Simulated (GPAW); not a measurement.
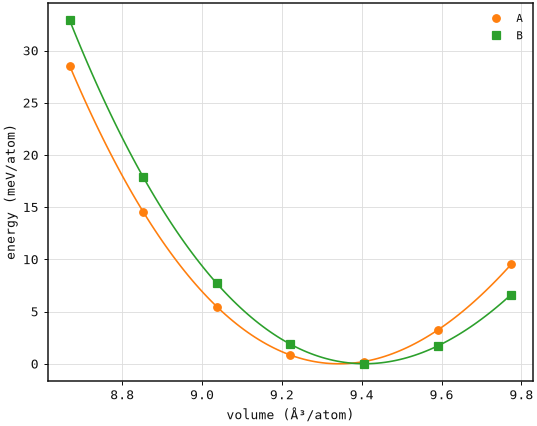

The figure shows the energy against volume, with one curve for each functional, for MgO (space group Fm-3m). The labels are replaced by letters. In alphabetical order the cases are: PBEsol; r2SCAN.

Calculation (GPAW 26.7.0): PAW DFT in plane waves, on a grid or in atomic orbitals, no spin polarisation; energies at scaled volumes of the given cell, shape and fractions fixed, counted from the fit's minimum, third-order Birch-Murnaghan fit. All runs: no spin polarisation.

```json
{"setting": "k mesh", "value": "11×11×11"}
{"setting": "occupations", "value": "Fermi–Dirac"}
{"setting": "smearing width", "value": "0.05 eV"}
{"setting": "wave cutoff", "value": "800 eV"}
```

Q: Which letter stands for which functional?

A: A: r2SCAN; B: PBEsol.
